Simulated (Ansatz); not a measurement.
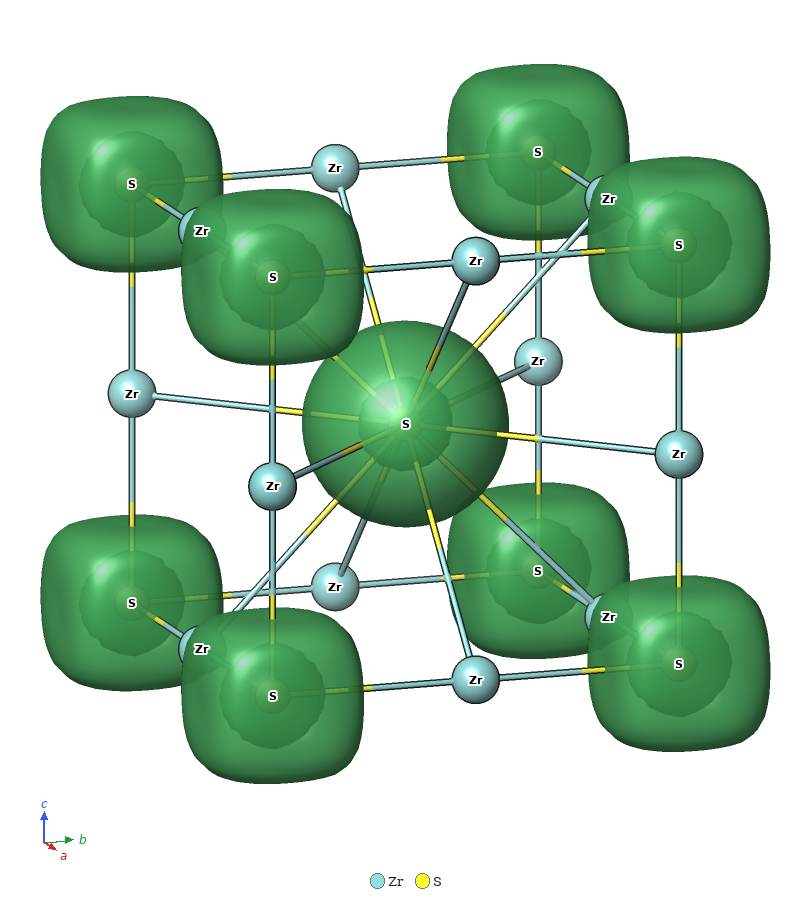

*Zr3S2. Isosurface of the ELF at 0.7 (green), seen at an oblique angle. Only the valence region is drawn (cores and ρ < 0.01 e/Å³ removed). Sticks mark near contacts.*

Space group Pm-3m; a structure generated by program, which may or may not match a known phase.

The calculation used DFT PBE, scalar-relativistic, plane waves, PAW (Ansatz).

Input file:

```
crystal:
  lattice:
    - [4.8004631402, 0.0, 0.0]
    - [0.0, 4.8004631402, 0.0]
    - [0.0, 0.0, 4.8004631402]
  atoms:
    - { symbol: Zr, position: [0.5, 0.0, 0.0] }
    - { symbol: Zr, position: [0.0, 0.5, 0.0] }
    - { symbol: Zr, position: [0.0, 0.0, 0.5] }
    - { symbol: S, position: [0.5, 0.5, 0.5] }
    - { symbol: S, position: [0.0, 0.0, 0.0] }
basis:
  ecutwfc: 420
kpoints:
  mp_grid: { grid: [8, 8, 8] }
hamiltonian:
  xc: pbe
scf:
  occupations: { method: gaussian, width: 0.1 }
output:
  forces: true
  stress: true
  eigenvalues: true
  write_density: true
  write_potential: true
  elf: true
  volumetric_format: npy
relax:
  adjacent_minimum: "off"
  f_tol: 0.01
  max_steps: 80
  cell: { stress_tol: 0.05 }
```

Launched as:

```sh
ansatz run input.yaml --threads 1 --pin off --max-ram 2560MiB --backend cpu --events-out ev --progress --plain --runs-dir out
```

Below, planes, directions and counts refer to the conventional cell (a = 4.80 Å, b = 4.80 Å, c = 4.80 Å, α = 90.00°, β = 90.00°, γ = 90.00°).

The fields are those of the relaxed geometry.

What do the ELF domains correspond to?

The surface consists of two regions wrapped around S (the valence shell of each), counted in one cell of 5 atoms. Any copies at cell faces, edges or corners count once. Along the contacts the grid gives the following. Zr–S (2.40 Å): the ELF peaks at about 0.75 in the valence shell of S, 0.7 Å from its nucleus, and is about 0.20 at the midpoint: no localised pair shows between them.
